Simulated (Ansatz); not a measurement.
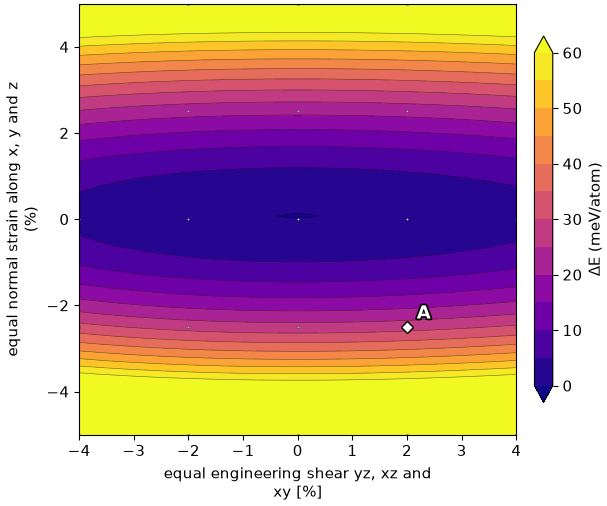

Br (I4/mmm, No. 139; 1 atom in the cell). The energy is mapped over two homogeneous strains (x along [1 0 0], y along [0 1 0], z along [0 0 1] of the conventional cell). The first coordinate is: equal engineering shear yz, xz and xy; the second: equal normal strain along x, y and z. Nothing is relaxed (symmetry fixes all fractional coordinates). Grid: 5 × 5 points. Points are written as (first, second). Energies are in meV/atom, from the lowest grid point. The runs have no spin polarisation; a magnetic state may lie lower. All numbers below come from DFT LDA+D3(BJ), scalar-relativistic, plane waves, PAW in Ansatz 0.2.0. Settings: cutoff 420 eV, k-mesh 22×22×22, gaussian smearing 0.15 eV, no spin polarisation.

Drawn: filled contours, dots at the grid points, one colour for all values above the top of the scale, the point A. Between grid points the surface is interpolated.

Which way does the force act at A, and how strong is it?

Answer. A, at (2 %, −2.5 %), is not a stationary point. The computed force is 0.99 meV/atom for each 1 % towards smaller values of the first coordinate and 22 meV/atom for each 1 % towards larger values of the second coordinate.
